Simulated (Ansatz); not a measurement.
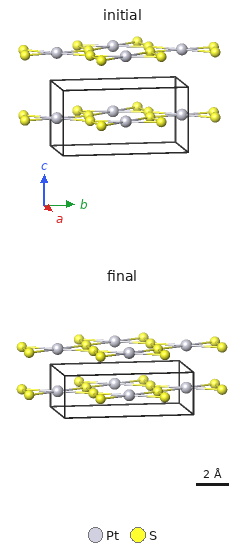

The structure of crystalline PtS2 (a generated structure, set up in Pbam) (coarse preliminary run) before (top) and after (bottom) a relaxation, at one scale.

A ball-and-stick model of the cell of the calculation, repeated 1 × 1 × 2 with one cell outlined, seen slightly off an axis.

All numbers below come from Ansatz 0.2.0, DFT PBE, scalar-relativistic, plane waves, PAW. Settings: plane-wave cutoff 420 eV; k-point mesh 4 × 2 × 4; occupations gaussian; smearing width 0.1 eV; no spin polarisation; cell and atoms relaxed; force threshold 0.04 eV/Å; at most 70 steps.

Question: Summarise the run.

Answer: The largest moves relative to the cell, 0.54 Å, are those of S atoms. Pt stays in place. Cell: a 4.449 → 5.006 Å (+12.5 %), b 8.091 → 8.325 Å (+2.9 %), c 4.198 → 2.720 Å (−35.2 %). Volume −25.0 %. Near-neighbour distances that change, for instance: S–S 4.198 → 2.720 Å, Pt–Pt 4.198 → 2.720 Å, S–S 2.246 → 2.503 Å, Pt–S 2.275 → 2.430 Å. Among the angles between lasting bonds that change: Pt–S–Pt 156.8° → 179.6°, Pt–S–S 98.9° → 121.3°, Pt–S–S 137.9° → 120.7°. The space group stays Pbam (No. 55). The energy falls by 348 meV per atom in 10 accepted moves (12 points after the start). Largest force component: 0.49 eV/Å at the start, 0.00098 eV/Å at the end. The pressure goes from 3.78 to 0.07 GPa. The line search rejected the trial step at point 9 of the run. At 1 point the geometry stayed and the basis and grid were re-selected for the new cell (energy shift of 0.5 meV per atom at most each time).

Limits of the set-up: the k-point mesh is coarse for a cell with partly filled bands; layers or molecules are held without a dispersion correction, so their spacing is unreliable.
